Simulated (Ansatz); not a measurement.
Read the following structure.

```xyz
12
Lattice="4.9488 0.0000 0.0000 0.0000 4.9488 0.0000 0.0000 0.0000 7.3179" Properties=species:S:1:pos:R:3 pbc="T T T"
Si    0.0000    0.0000    0.0000
Si    0.0000    2.4744    1.8295
O     0.4823    1.2372    0.9147
O     1.2372    2.9567    2.7442
O     3.7116    1.9921    2.7442
O     4.4665    3.7116    0.9147
Si    2.4744    2.4744    3.6589
Si    2.4744    0.0000    5.4884
O     2.9567    3.7116    4.5737
O     3.7116    0.4823    6.4031
O     1.2372    4.4665    6.4031
O     1.9921    1.2372    4.5737
```

> Say what kind of structure these coordinates give.

The stoichiometry is SiO$_{2}$. Space group: I-42d (No. 122). Lattice: body-centred tetragonal. One cell contains 4 Si, 8 O, 12 atoms in all. The polyhedra are SiO4 tetrahedra; they share corners. Si bonds to four O in a tetrahedral arrangement at 1.61 Å. O sits among two Si in a bent arrangement at 1.61 Å. The bonds build a three-dimensional framework.

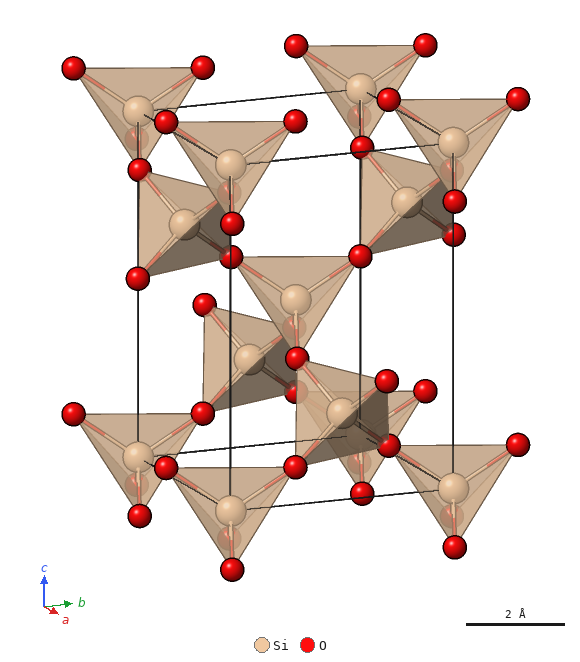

We look at a polyhedral model of the crystal slightly off an axis. Atoms at the boundary of the conventional unit cell (the box) are drawn once for each face, edge or corner they touch. Some neighbours outside the box are added. Colours: silicon light orange, oxygen red.

Starting structure: a structure listed in the Materials Project, with elements exchanged, so it need not be a known form of the compound. Earlier steps of the study may have refined or changed the cell and positions. It was run through Ansatz as a DFT input.
